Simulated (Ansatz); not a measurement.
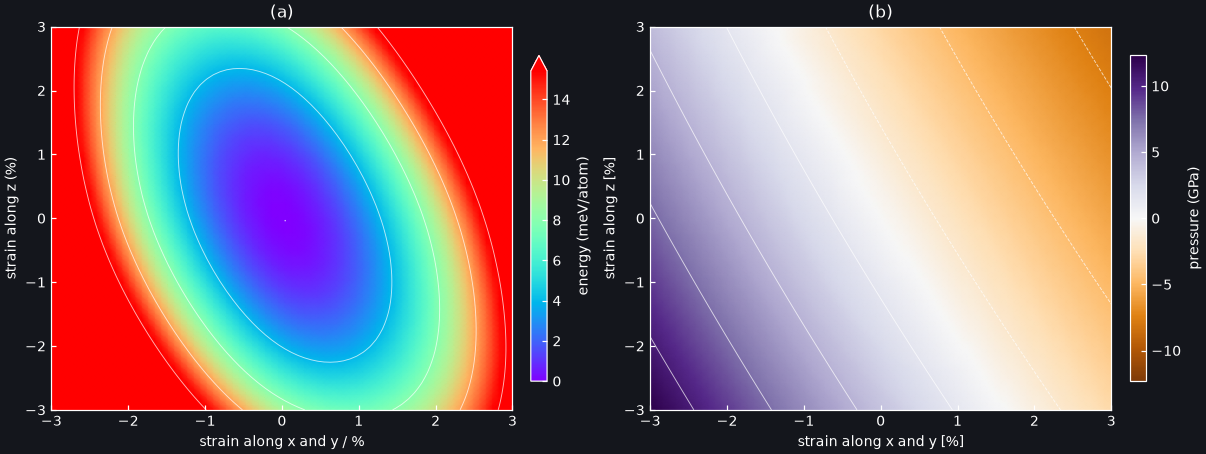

TiAl₃ (Pm-3m, No. 221; 4 atoms in the cell). The cell is strained homogeneously, by one strain along x and y and another along z, with fractional coordinates fixed (x, y and z along the cube axes). Coordinates scanned: (1) strain along x and y; (2) strain along z. Grid: 5 × 5 points. Points are written as (first, second). Energies: meV/atom, counted from the lowest grid point. The calculation used DFT PBEsol, scalar-relativistic, plane waves, PAW in Ansatz 0.2.0. Settings: cutoff 420 eV, k-mesh 12×12×12, gaussian smearing 0.15 eV, no spin polarisation.

Panel (a) is the energy; panel (b) is the computed pressure, in GPa.

Drawn: a smooth colour map with a few white contour lines, one colour for all values above the top of the scale. Between grid points the surface is interpolated.

How does the pressure vary over the map, and what is it at the lowest grid point?

It runs from −8.2 GPa at (3.0 %, 3.0 %) to 12.3 GPa at (−3.0 %, −3.0 %). At the lowest grid point, (0.0 %, 0.0 %), it is 0.0 GPa.
